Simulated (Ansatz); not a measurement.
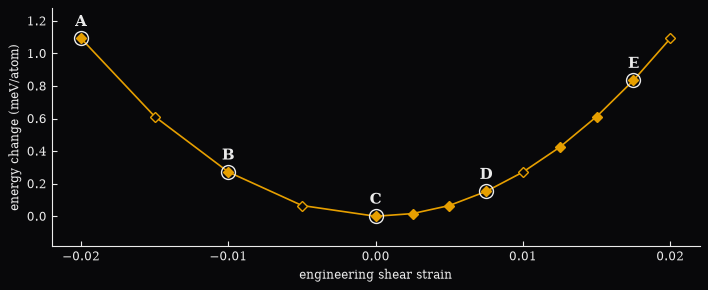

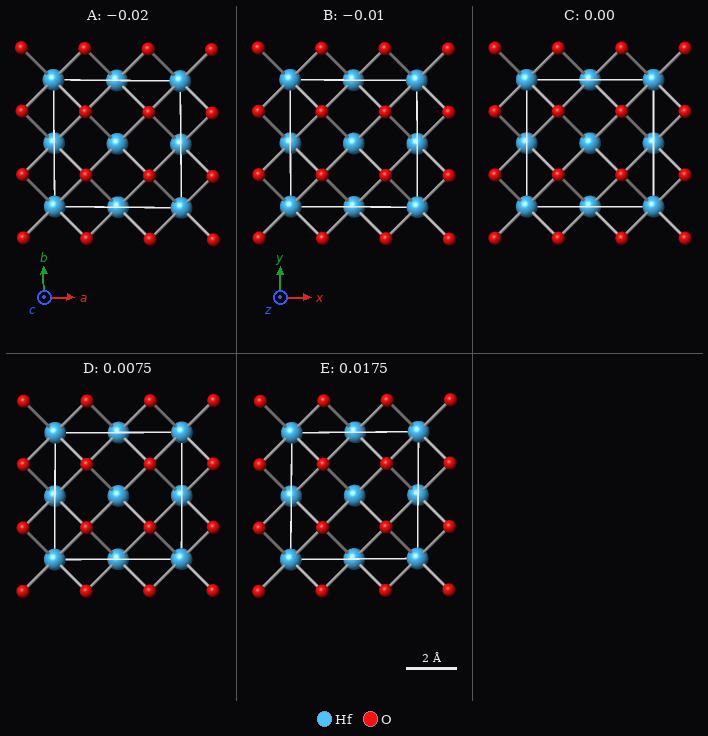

A scan of solid HfO2 (Fm-3m): the cell is strained in shear in the xy plane, with the atoms kept at their fractional coordinates. x, y and z are the Cartesian axes of the input. The lettered frames are marked on the plot. Hollow markers are points alike by symmetry, not computed again. Style: ball-and-stick. Shown: the conventional cell (4 times the calculation's cell), along the c axis. Lengths and directions refer to the drawn axes.

Method: DFT r2SCAN, scalar-relativistic, plane waves, PAW in Ansatz 0.2.0. (plane-wave cutoff 500 eV; k-point mesh 8 × 8 × 8; occupations gaussian; smearing width 0.05 eV; no spin polarisation). Energies (free energies at the smearing named) are counted from the cell as listed in its source, which wasn't relaxed.

Read off the main features of the energy profile.

Of the computed points the lowest is at the strain 0.00, 0.00 meV/atom. The end points stand at 1.09 meV/atom (−0.02) and 1.09 meV/atom (0.02). The unrelaxed reference is under a pressure of −8.4 GPa. The distortion takes the space group from Fm-3m to Immm. At the strain −0.02 the cell of the drawing goes γ 90.0° → 91.1°.
